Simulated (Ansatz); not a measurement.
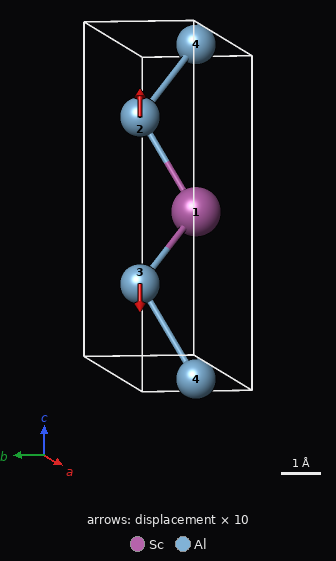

A relaxation of crystalline ScAl3 (a generated structure, set up in P-6m2) (coarse preliminary run). The starting structure is drawn; red arrows show the displacements (the part carried along by the change of the cell is left out), 10 times their true length.

Style: ball-and-stick. Shown: the cell of the calculation, from a free direction.

Method: Ansatz 0.2.0, DFT PBE, scalar-relativistic, plane waves, PAW. Set-up: plane-wave cutoff 420 eV; k-point mesh 6 × 6 × 2; occupations gaussian; smearing width 0.1 eV; no spin polarisation; cell and atoms relaxed; force threshold 0.04 eV/Å; at most 70 steps.

Question: Describe the change and its energy.

Answer: The largest moves relative to the cell, 0.083 Å, are those of Al2 and Al3. Al3 goes along −c. Sc stays in place. Cell: a = b 2.840 → 3.009 Å (+5.9 %), c 9.349 → 9.418 Å (+0.7 %). Volume +13.1 %. Near-neighbour distances that change, for instance: Sc1–Sc1 2.840 → 3.009 Å, Al2–Al2 2.840 → 3.009 Å, Sc1–Al2 2.855 → 2.994 Å, Al2–Al4 2.855 → 2.859 Å. The space group stays P-6m2 (No. 187). After 4 accepted moves (5 points after the start) the energy has fallen by 93.6 meV per atom. The largest force component goes from 0.76 to 0.001 eV/Å. Pressure: 11.04 GPa at the start and 0.07 GPa at the end. The SCF was repeated once at an unchanged geometry on a basis and grid sized afresh for the cell, which shifted the energy by 1.4 meV per atom at most. Cost: 6.7 s on 1 thread of AMD EPYC 7R43 64-Core Processor (Zen 3), on a shared host, peak memory 0.4 GiB.
